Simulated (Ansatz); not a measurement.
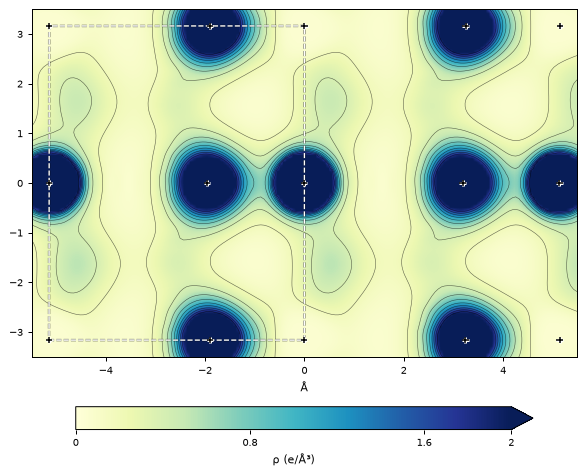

The valence pseudo-density on a plane through atoms (crosses mark nuclei in the plane).

Computed with DFT r2SCAN, scalar-relativistic, plane waves, PAW (Ansatz 0.2.0).

Candidates:
A. HfN, a = 3.14 Å, b = 3.14 Å, c = 5.43 Å, α = 90.00°, β = 90.00°, γ = 120.00°. Space group P6₃/mmc; a structure from a database of computed crystals, not necessarily the ambient phase.
B. AlGa₃N₄, a = 5.14 Å, b = 3.16 Å, c = 5.48 Å, α = 90.00°, β = 90.04°, γ = 90.00°. Space group Pm; a structure from a database of computed crystals, not necessarily the ambient phase.
C. Si, a = 6.65 Å, b = 6.65 Å, c = 3.84 Å, α = 90.00°, β = 90.00°, γ = 90.00°. Space group I4/mmm; a structure from a database of computed crystals, not necessarily the ambient phase.

### Which candidate gave the map?

Candidate B: AlGa₃N₄ on the (011) plane of the conventional cell, which holds Al, Ga and N. Al–N (1.90 Å): the density is about 0.7 e/Å³ at the midpoint. Ga–N (1.95 Å): ρ is about 0.77 e/Å³ halfway.
